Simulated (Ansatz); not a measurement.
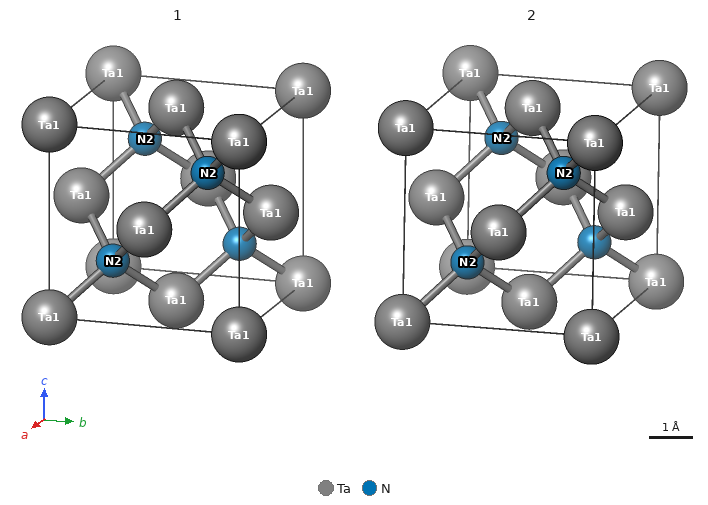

Two geometries of a crystal of TaN (built on the zincblende type): one is the relaxed structure, the other was perturbed away from it. Style: ball-and-stick. Shown: the conventional cell (4 times the calculation's cell), slightly off an axis. Lengths and directions refer to the drawn axes.

Level of theory: Ansatz, DFT r2SCAN, scalar-relativistic, plane waves, PAW. Set-up: plane-wave cutoff 500 eV; k-point mesh 12 × 12 × 12; occupations gaussian; smearing width 0.05 eV; collinear spin.

> Which is the distorted one, and what does the distortion cost?

Structure 2 is the perturbed one. The cell is strained by +2.6 % along [2 −1 −2], −0.2 % roughly along [2 3 1], −2.0 % along [2 −2 3] (volume +0.4 %) and atoms are displaced by 0.02 Å relative to the cell: N2 0.02 Å along [1 2 3], Ta1 0.02 Å along [−1 −2 −3]. No relaxation follows. Energy change: +16.8 meV per atom. The pressure goes from 0.0 to −0.1 GPa. The principal stresses (compression positive) are 6.4 GPa along [1 0 1], 1.3 GPa along [1 3 −1], −8.1 GPa along [2 −1 −2]. The largest forces, 0.61 eV/Å, act on Ta1 and N2; on N2 it points along [1 −3 −1]. Near-neighbour distances before and after: N–Ta 2.049 → 2.005 to 2.121 Å. The space group (tolerance 0.01 Å) goes from F-43m (No. 216) to P1 (No. 1).
